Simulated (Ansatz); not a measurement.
# MgO: what the fields show

```
Mg O
1.0
     2.93802    0.00000    0.00000
    -1.46901    2.54440    0.00000
     0.00000    0.00000    2.67968
Mg O
1 1
Direct
  0.00000 0.00000 0.00000
  0.33333 0.66667 0.50000
```

Space group P-6m2; a structure from a database of computed crystals, not necessarily the ambient phase; computed pressure about −8 GPa in this cell.

The calculation used Kohn-Sham DFT of a periodic cell, HSEsol, Ansatz PAW in Ansatz 0.2.0.

Core electrons are frozen (PAW), and the valence fields are smoothed inside the atomic spheres.

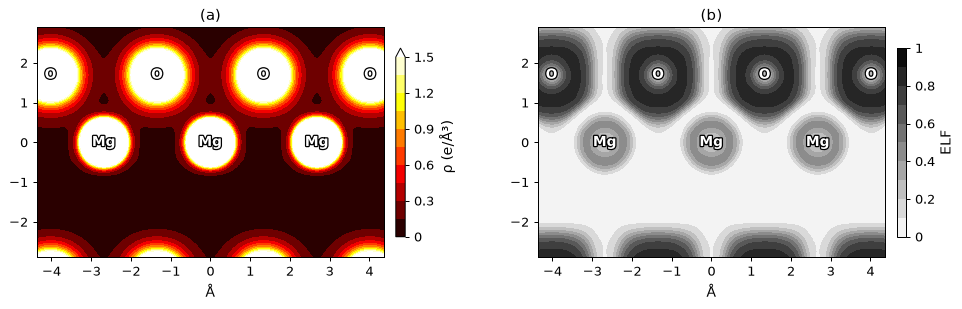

Figure 1. (a) valence pseudo-density; (b) electron localisation function on the (110) plane of the conventional cell.

### What do the fields say about this system?

Atoms in the plane: Mg and O.
Mg–O (2.16 Å): the density is about 0.31 e/Å³ at the midpoint; the ELF peaks at about 0.85 in the valence shell of O, 0.6 Å from its nucleus, and is about 0.35 at the midpoint; an ionic contact with no shared pair.
Between the atoms the lowest density in this plane is 0.04 e/Å³.

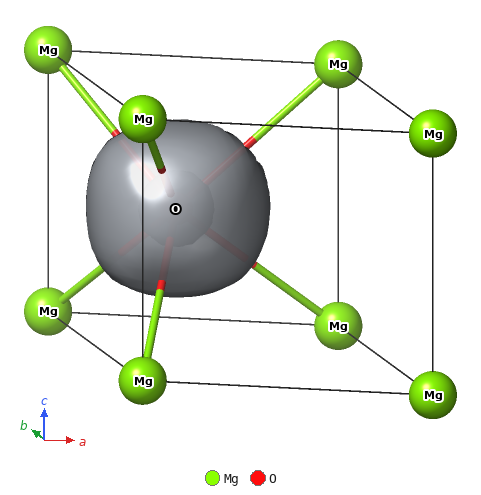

Figure 2. Isosurface of the electron localisation function at 0.7 (grey), seen slightly off an axis. Only the valence region is drawn (cores and ρ < 0.01 e/Å³ removed). Sticks mark near contacts.

### What do the ELF domains correspond to?

The ELF exceeds this value in one region wrapped around O (its valence shell), counted in one cell of 2 atoms. Any copies at cell faces, edges or corners count once.

### Metal or insulator at this level of theory?

It is gapped, with a Kohn–Sham gap of 4.6 eV on the k-point mesh, an upper bound to the gap of this method.
